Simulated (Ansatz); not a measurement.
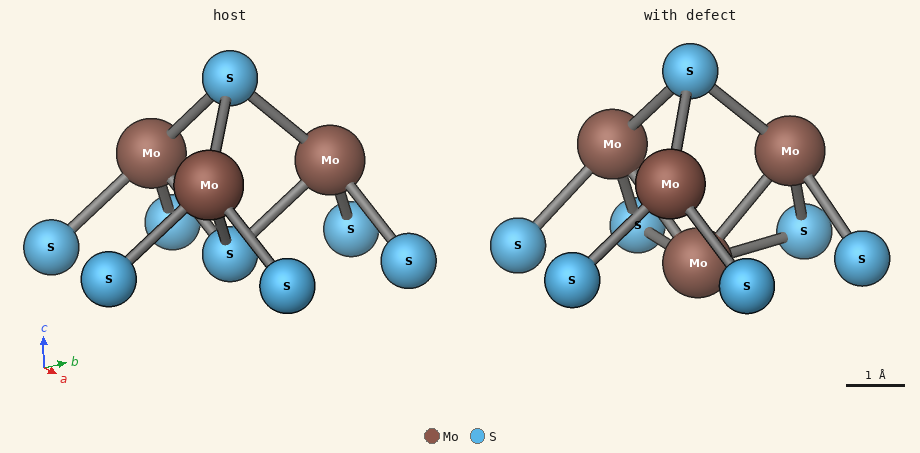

Left: perfect MoS$_{2}$. Right: the same region with one point defect, after relaxing the atoms in a supercell of 39 sites. A ball-and-stick model of the atoms within 3.3 Å of one point, seen slightly off an axis.

Computed with DFT PBE, scalar-relativistic, plane waves, PAW (Ansatz). Settings: plane-wave cutoff 420 eV; k-point mesh 2 × 2 × 2; occupations gaussian; smearing width 0.01 eV; mesh shifted by (0.5, 0.5, 0.5); collinear spin. The cell is small and the k-mesh coarse, so the numbers are rough. A uniform background neutralises the charged cell. The axes drawn are those of the host's conventional cell.

Q: Which defect is it?

A: A sulfur atom is replaced by molybdenum.

The charge state of the cell is +1.

Q: How does the lattice respond?

A: In the host the S atom has 3 Mo at 2.41 Å; the Mo atom ends with 2 S at 2.53 Å, 3 Mo at 2.56 to 2.99 Å. Of the host's atoms, a molybdenum atom moves furthest from its site, by 0.18 Å. The Mo atom itself moves 0.67 Å from where it was put. The cell's net moment is 1.00 μB.
